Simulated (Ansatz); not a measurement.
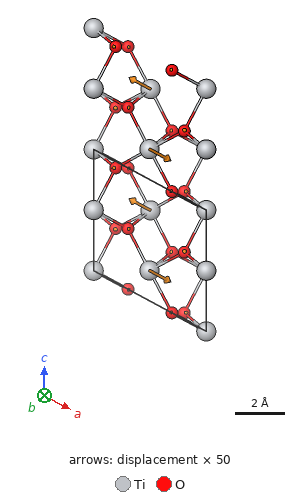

A relaxation of solid TiO$_{2}$ (set up in Imma). The starting structure is drawn; orange arrows show the displacements, magnified 50 times.

A ball-and-stick model of the cell of the calculation, repeated 1 × 1 × 2 with one cell outlined, seen along the b axis.

Case: the database's cell, atoms relaxed.

Method: DFT PBE, scalar-relativistic, plane waves, PAW in Ansatz. (plane-wave cutoff 420 eV; k-point mesh 6 × 6 × 6; occupations gaussian; smearing width 0.02 eV; no spin polarisation; atoms relaxed in a fixed cell; force threshold 0.01 eV/Å; at most 40 steps)

> Atoms of which element are displaced furthest, and by how much?

Titanium: up to 0.026 Å, against 0.004 Å for oxygen.

> What did the optimiser do to the structure, and how much energy did it gain?

After 3 geometry steps the energy has fallen by 0.1 meV per atom. The largest force component goes from 0.057 to 0.0019 eV/Å. The largest moves, 0.026 Å, are those of Ti atoms. Largest moves by element: Ti 0.026 Å, O 0.004 Å. The cell stays as it was. Near-neighbour distances that change, for instance: O–Ti 1.985 → 1.965 Å, O–Ti 1.942 → 1.958 Å. The space group stays Imma (No. 74). The run took 97 s on 2 threads of AMD EPYC (Zen 3), with other jobs on the host, peak memory 0.62 GiB.
